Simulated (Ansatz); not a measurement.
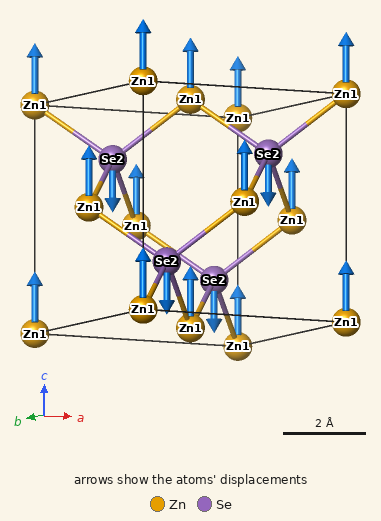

The lowest optical mode of a crystal of ZnSe relaxed at 2 GPa, space group F-43m (No. 216), at the zone centre. The blue arrows give the relative displacements of the atoms. A ball-and-stick model of the conventional cell (4 times the calculation's cell), seen from a free direction. Lengths and directions refer to the drawn axes.

Level of theory: DFT PBE, scalar-relativistic, plane waves, PAW (Ansatz 0.2.0).

Input file:
```yaml
crystal:
  lattice:
    - [0.0, 2.8353109284, 2.8353109284]
    - [2.8353109284, 0.0, 2.8353109284]
    - [2.8353109284, 2.8353109284, 0.0]
  atoms:
    - { symbol: Zn, position: [0.0, 0.0, 0.0] }
    - { symbol: Se, position: [0.75, 0.75, 0.75] }
basis:
  ecutwfc: 420
kpoints:
  mp_grid: { grid: [8, 8, 8] }
hamiltonian:
  xc: pbe
scf:
  occupations: { method: fixed }
output:
  eigenvalues: true
phonons:
  method: dfpt
  dielectric: true
  rigid_motions: translations
  eigenvectors: true
```

Launched with:
```bash
ansatz run input.yaml --threads 1 --pin off --max-ram 3072MiB --backend cpu --events-out ev --progress --plain --runs-dir out
```

Frequencies are those without the non-analytic (LO–TO) term.

Question: Is the structure stable against all modes at this point?

Answer: Yes: this softest mode has a real frequency, and so have all others here. That speaks for this wave vector alone: the rest of the zone wasn't checked in this run. This is the T₂ mode (triply degenerate; one member of the set is drawn) at 206 cm⁻¹, the only optical level, infrared- and Raman-active by symmetry. The Zn sublattice moves against the Se sublattice, along c; the kinetic energy is shared as Zn 55 %, Se 45 %. Its infrared intensity is 8.2 (D/Å)²/amu for the set. The value is the transverse one; the longitudinal partner lies at 245 cm⁻¹.
